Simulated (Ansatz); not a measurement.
Rh: space group Cmcm (No. 63), a = 2.684 Å, b = 8.155 Å, c = 2.704 Å, α = 90.00°, β = 90.00°, γ = 90.00°. Source: the end point of a relaxation with DFT PBE, scalar-relativistic, plane waves, PAW (Ansatz 0.2.0); the starting structure was generated, so it need not be a known form of this composition. Forms under 0.4 % of the area are left out.

### Estimate the growth shape by the BFDH rule (face distance proportional to 1/d, absences counted).

The forms computed, by share of the surface:

```
 form  faces  d (Å)  share of area (%)
{020}      2  4.077               36.9
{110}      4  2.549               28.7
{021}      4  2.253               25.8
{111}      8  1.855                8.7
```

Widths along a, b and c stand as 1.00 : 0.59 : 1.29.

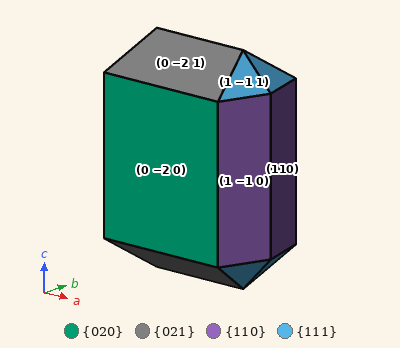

The computed shape, faces indexed. The rule is geometric and ignores bonding and growth conditions.
